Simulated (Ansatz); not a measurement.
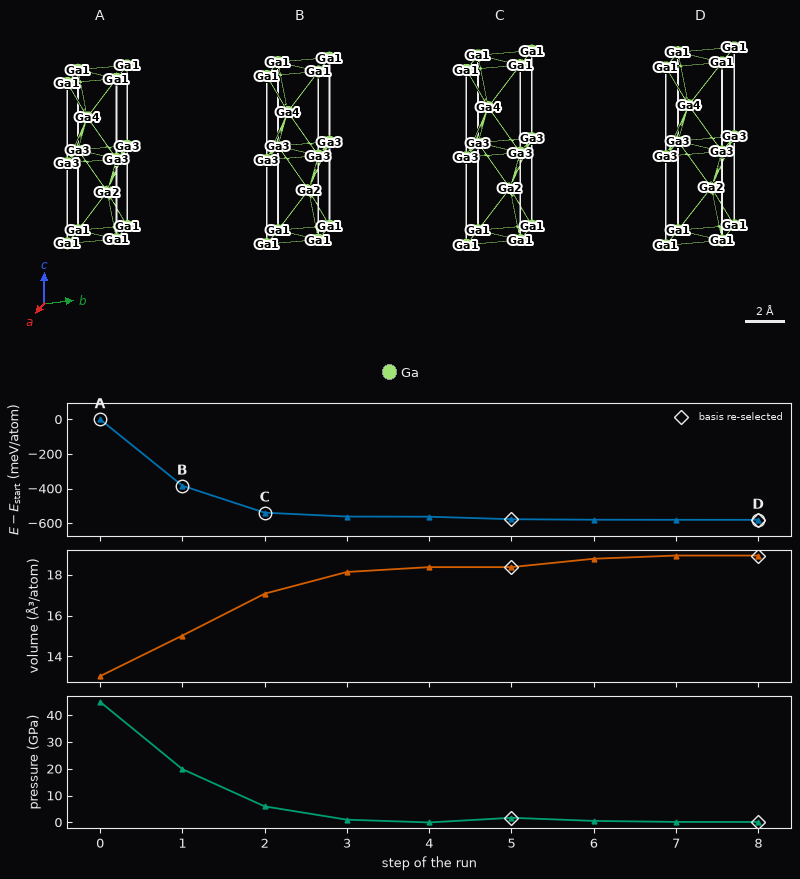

Frames of a relaxation of a crystal of Ga (a generated structure, set up in P6_3/mmc) (coarse preliminary run), marked on the history of the run. A ball-and-stick model of the cell of the calculation, seen slightly off an axis.

Case: Y → Ga on all its sites, cell and atoms relaxed.

These are results of DFT PBE, scalar-relativistic, plane waves, PAW in Ansatz 0.2.0, not measurements. (plane-wave cutoff 420 eV; k-point mesh 12 × 12 × 4; occupations gaussian; smearing width 0.1 eV; no spin polarisation; cell and atoms relaxed; force threshold 0.05 eV/Å; at most 60 steps)

### What happens along the run?

No atom moves by more than 0.005 Å relative to the cell. The drawn cell changes as follows: a = b 2.655 → 3.037 Å (+14.4 %), c 8.546 → 9.479 Å (+10.9 %); the volume changes by +45.2 %. Some distances before and after: Ga1–Ga1 2.655 → 3.037 Å, Ga1–Ga2 2.629 → 2.948 Å. The space group stays P6_3/mmc (No. 194). The energy falls by 581 meV per atom in 6 accepted moves (8 points after the start). All forces vanish by symmetry, so only the cell relaxes. The pressure goes from 44.98 to 0.13 GPa. The SCF was repeated twice at an unchanged geometry on a basis and grid sized afresh for the cell, which shifted the energy by 14.5 meV per atom at most. Cost: 27 s on 1 thread of Intel(R) Xeon(R) 6975P-C (Granite Rapids), with other jobs on the host, peak memory 0.43 GiB. From step 0 to 1: volume +15.2 %, energy −384 meV per atom. From step 1 to 2: volume +13.6 %, energy −156 meV per atom. From step 2 to 8: volume +10.9 %, energy −41.3 meV per atom.

```json
{"step": "0", "E − E(0), meV/atom": "0.00", "pressure, GPa": "44.98", "volume, Å³/atom": "13.038", "note": ""}
{"step": "1", "E − E(0), meV/atom": "-383.66", "pressure, GPa": "19.86", "volume, Å³/atom": "15.022", "note": ""}
{"step": "2", "E − E(0), meV/atom": "-539.43", "pressure, GPa": "5.96", "volume, Å³/atom": "17.069", "note": ""}
{"step": "3", "E − E(0), meV/atom": "-561.88", "pressure, GPa": "0.98", "volume, Å³/atom": "18.131", "note": ""}
{"step": "4", "E − E(0), meV/atom": "-562.75", "pressure, GPa": "-0.05", "volume, Å³/atom": "18.368", "note": ""}
{"step": "5", "E − E(0), meV/atom": "-577.26", "pressure, GPa": "1.69", "volume, Å³/atom": "18.368", "note": "same geometry, new basis"}
{"step": "6", "E − E(0), meV/atom": "-580.19", "pressure, GPa": "0.52", "volume, Å³/atom": "18.777", "note": ""}
{"step": "7", "E − E(0), meV/atom": "-580.60", "pressure, GPa": "0.15", "volume, Å³/atom": "18.933", "note": ""}
{"step": "8", "E − E(0), meV/atom": "-580.76", "pressure, GPa": "0.13", "volume, Å³/atom": "18.933", "note": "same geometry, new basis"}
```
